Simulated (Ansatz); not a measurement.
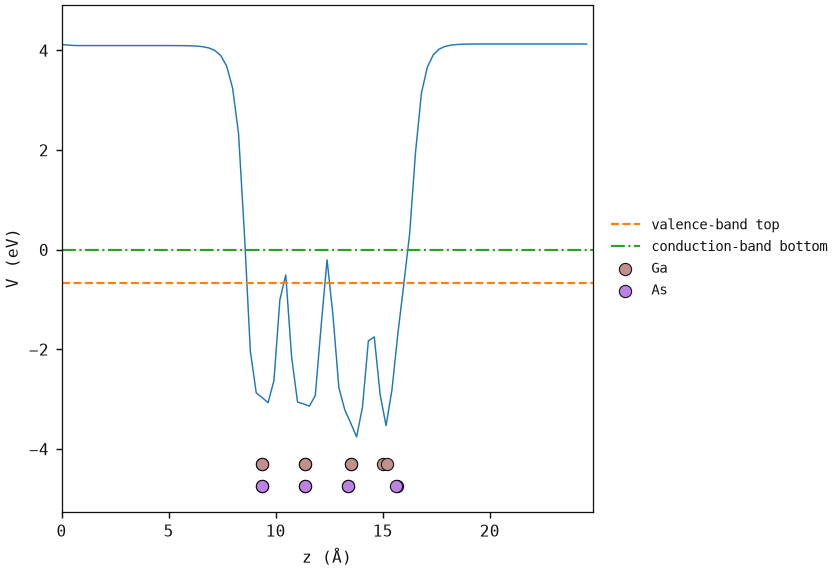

Plane-averaged electrostatic potential energy of an electron across the slab; circles at the bottom mark the heights of the atoms.

This input was run:

```
crystal:
  lattice:
    - [8.0267120225, 0.0, 0.0]
    - [0.0, 5.6757425017, 0.0]
    - [0.0, 0.0, 24.8012340168]
  atoms:
    - { symbol: Ga, position: [0.25, 0.5, 0.3225645947] }
    - { symbol: Ga, position: [0.75, 0.5, 0.3225645947] }
    - { symbol: As, position: [0.5, 0.25, 0.3225645947] }
    - { symbol: As, position: [0.0, 0.25, 0.3225645947] }
    - { symbol: Ga, position: [0.5, 0.0, 0.4034750045] }
    - { symbol: Ga, position: [0.0, 0.0, 0.4034750045] }
    - { symbol: As, position: [0.75, 0.75, 0.4034750045] }
    - { symbol: As, position: [0.25, 0.75, 0.4034750045] }
    - { symbol: Ga, position: [0.7490808686, 0.5045298491, 0.4889867637] }
    - { symbol: Ga, position: [0.2517148225, 0.5056103572, 0.4894291643] }
    - { symbol: As, position: [0.0004156347, 0.2574641859, 0.4847481514] }
    - { symbol: As, position: [0.500272544, 0.2537158036, 0.4844634467] }
    - { symbol: Ga, position: [-0.0007151026, -0.0574254073, 0.5501019278] }
    - { symbol: Ga, position: [0.5011736783, -0.0385110617, 0.5565204444] }
    - { symbol: As, position: [0.2489836995, 0.7279914266, 0.5754414315] }
    - { symbol: As, position: [0.7510357353, 0.7235656906, 0.5751837171] }
basis:
  ecutwfc: 420
kpoints:
  mp_grid: { grid: [2, 3, 1] }
hamiltonian:
  xc: pbe
  dispersion: d3bj
scf:
  occupations: { method: gaussian, width: 0.05 }
output:
  forces: true
  eigenvalues: true
  write_density: true
  volumetric_format: npy
efield:
  axis: 3
  dipole_correction: true
  ramp_width: 0.04
```

Launched with:
```bash
ansatz run input.yaml --threads 4 --pin off --max-ram 10240MiB --backend cpu --events-out ev --progress --plain --runs-dir out
```

**What are the ionisation potential and the electron affinity of the slab?**

From the vacuum level at the right face the ionisation potential is 4.80 eV and the electron affinity 4.14 eV; the left face gives the same. The slab's gap, their difference before rounding, is 0.66 eV. The two vacuum levels agree, so the slab has no net dipole along its normal.

**How thick are slab and vacuum?**

The outermost atoms are 6.3 Å apart, which leaves 18.5 Å of vacuum in a cell 24.8 Å high.

The atoms aren't at rest in this cell (largest force 1.5 eV/Å), so the relaxed material can differ.
